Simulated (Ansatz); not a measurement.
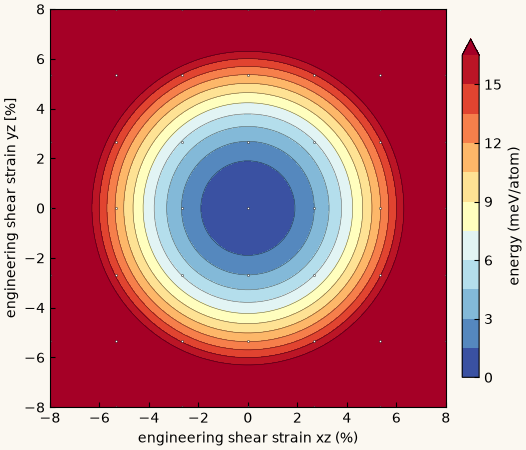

Ge (Ia-3, No. 206; 8 atoms in the cell). The energy is mapped over two homogeneous strains (x, y and z along the cube axes). Coordinates scanned: (1) engineering shear strain xz; (2) engineering shear strain yz. Nothing is relaxed (fractional coordinates fixed). The scan uses a 7 × 7 grid; 13 points were computed and 36 follow by symmetry. Points are written as (first, second). Energies: meV/atom, counted from the lowest grid point. All numbers below come from DFT PBE, scalar-relativistic, plane waves, PAW in Ansatz. Settings: cutoff 420 eV, k-mesh 8×8×8, gaussian smearing 0.15 eV, no spin polarisation.

Drawn: filled contours, dots at the grid points, one colour for all values above the top of the scale. Between grid points the surface is interpolated.

> Where is the minimum, and how stiff is the crystal against these two strains (in GPa)?

The interpolated minimum is at 0.0 % and 0.0 %. Divided by the cell volume of 175.9 Å³, the second derivatives of the energy there are about 60 GPa along the first strain and 60 GPa along the second, with a cross term of about 0 GPa (clamped ions). Round the minimum the contours are nearly round: the two directions are equally stiff and uncoupled.

PAW datasets: the set soft_1.
